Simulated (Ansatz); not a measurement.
HfN

The calculation's input:

```
crystal:
  lattice:
    - [0.0, 2.2507757578, 2.2507757578]
    - [2.2507757578, 0.0, 2.2507757578]
    - [2.2507757578, 2.2507757578, 0.0]
  atoms:
    - { symbol: Hf, position: [-0.0159586667, -0.0030620902, 0.0144366739] }
    - { symbol: "N", position: [0.5159586667, 0.5030620902, 0.4855633261] }
basis:
  ecutwfc: 420
kpoints:
  mp_grid: { grid: [14, 14, 14] }
hamiltonian:
  xc: pbesol
scf:
  occupations: { method: gaussian, width: 0.15 }
output:
  forces: true
  stress: true
  eigenvalues: true
  write_density: true
  write_potential: true
  elf: true
  volumetric_format: npy
relax:
  adjacent_minimum: "off"
  f_tol: 0.01
  max_steps: 80
  cell: { stress_tol: 0.1 }
```

Run with:

```sh
ansatz run input.yaml --threads 1 --pin off --max-ram 2560MiB --backend cpu --events-out ev --progress --plain --runs-dir out
```

Below, planes, directions and counts refer to the conventional cell (a = 4.50 Å, b = 4.50 Å, c = 4.50 Å, α = 90.00°, β = 90.00°, γ = 90.00°).

The fields are those of the run's last geometry, not of the input's.

Space group Fm-3m; changed on purpose from its base cell (all N atoms moved 0.1 A in one direction; relaxed back); computed without spin polarisation.

The calculation used DFT PBEsol, scalar-relativistic, plane waves, PAW in Ansatz 0.2.0.

In a PAW calculation such maps are meaningful between the atoms, not at the nuclei.

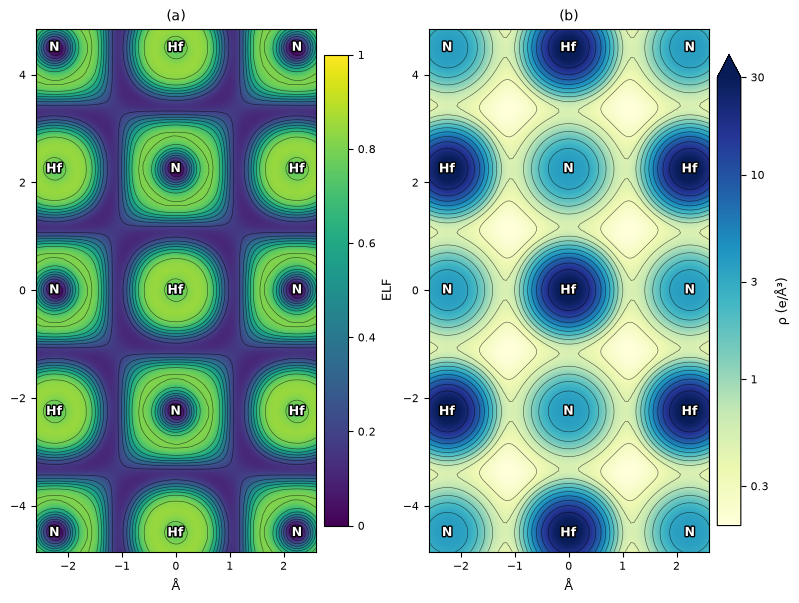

Figure 1. (a) ELF; (b) valence charge density (pseudo) on the (100) plane of the conventional cell.

> What do the fields say about this system?

Atoms in the plane: Hf and N. Hf–N (2.25 Å): ρ at the midpoint is about 0.53 e/Å³; the ELF peaks at about 0.80 in the valence shell of N, 0.6 Å from its nucleus, and drops to about 0.15 between the two atoms: no localised pair shows between them. Hf–Hf (3.18 Å): ρ is about 0.19 e/Å³ halfway; the ELF is about 0.15 at the midpoint (no shared electron pair shows on this line). Between the atoms the lowest density in this plane is 0.19 e/Å³. The features right at Hf lie inside the PAW spheres, where the map follows smoothed inner orbitals and isn't to be read closely.

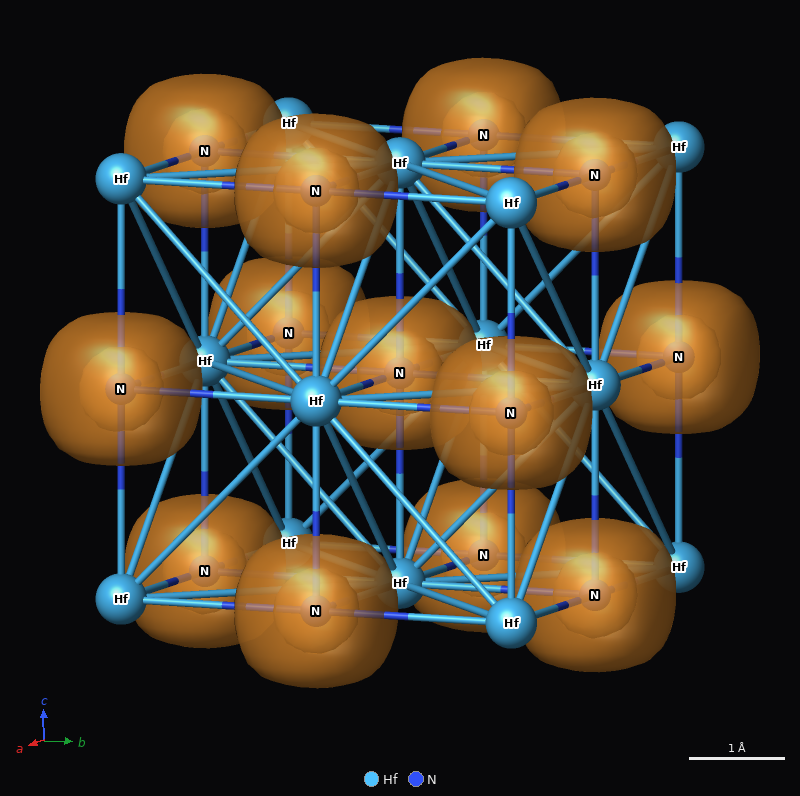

Figure 2. Isosurface of the electron localisation function at 0.7 (orange), seen slightly off an axis. Only the valence region is drawn (cores and ρ < 0.01 e/Å³ removed). Sticks mark near contacts.

> Where are the electrons localised?

The surface consists of four regions wrapped around N (the valence shell of each), counted in one cell of 8 atoms. Regions shared between cells count once.

> Metal or insulator at this level of theory?

It is gapless in this calculation (a metal or semimetal).
